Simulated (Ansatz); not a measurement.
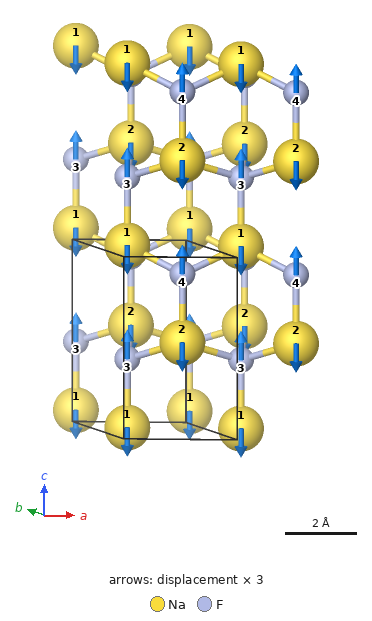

This is a relaxation of a crystal of NaF (built on the BeO-186 type type). The starting structure is drawn; blue arrows show the displacements (the part carried along by the change of the cell is left out), 3 times their true length.

A ball-and-stick model of the cell of the calculation, repeated 2 × 2 × 2 with one cell outlined, seen slightly off an axis.

These are results of DFT, PBEsol, plane waves, PAW (Ansatz 0.2.0), not measurements.

Input file:
```yaml
crystal:
  lattice:
    - [3.23857237, 0.0, 0.0]
    - [-1.61928619, 2.80468595, 0.0]
    - [0.0, 0.0, 5.26005879]
  atoms:
    - { symbol: Na, position: [0.33333333, 0.66666667, 0.00016017] }
    - { symbol: Na, position: [0.66666667, 0.33333333, 0.50016017] }
    - { symbol: F, position: [0.33333333, 0.66666667, 0.37733983] }
    - { symbol: F, position: [0.66666667, 0.33333333, 0.87733983] }
kpoints:
  mp_grid: { grid: [9, 9, 4] }
hamiltonian:
  xc: pbesol
scf:
  occupations: { method: fermi_dirac, width: 0.03 }
relax:
  f_tol: 0.01
  cell: {}
  max_steps: 120
output:
  write_density: true
  write_potential: true
  elf: true
  volumetric_format: npy
```

Launched with:
```bash
ansatz run input.yaml --threads 2 --pin off --max-ram 2211MiB --backend cpu --events-out ev --progress --plain --runs-dir out
```

What happened in the run?

Answer. The largest moves relative to the cell, 0.28 Å, are those of Na1, Na2, F3 and F4. F3 goes along +c. By element the largest moves are F 0.28 Å, Na 0.28 Å. The drawn cell changes as follows: a = b 3.239 → 3.891 Å (+20.1 %), c 5.260 → 4.585 Å (−12.8 %); the volume changes by +25.8 %. Near-neighbour distances that change, for instance: Na1–F3 3.276 → 2.292 Å, Na1–Na1 3.239 → 3.891 Å, Na1–F3 (another image) 1.984 → 2.292 Å, Na1–F4 1.978 → 2.246 Å. New bonds form: Na1–F3 (3.28 → 2.29 Å), Na2–F4 (3.28 → 2.29 Å). Bond angles that change, for instance: F3–Na1–F4 109.1° → 90.0°, Na1–F3–Na2 109.1° → 90.0°, F4–Na1–F4 109.9° → 120.0°. The space group (tolerance 0.01 Å) goes from P6_3mc (No. 186) to P6_3/mmc (No. 194). Over 16 accepted moves (21 points after the start) the energy falls by 1.153 eV per cell of the calculation. Largest force component: 0.029 eV/Å at the start, under 0.0001 eV/Å at the end. The pressure goes from 22.92 to 0.03 GPa. The line search rejected the trial step at point 12 of the run. At 4 points the geometry stayed and the basis and grid were re-selected for the new cell (energy shift of 0.156 eV per cell of the calculation at most each time).
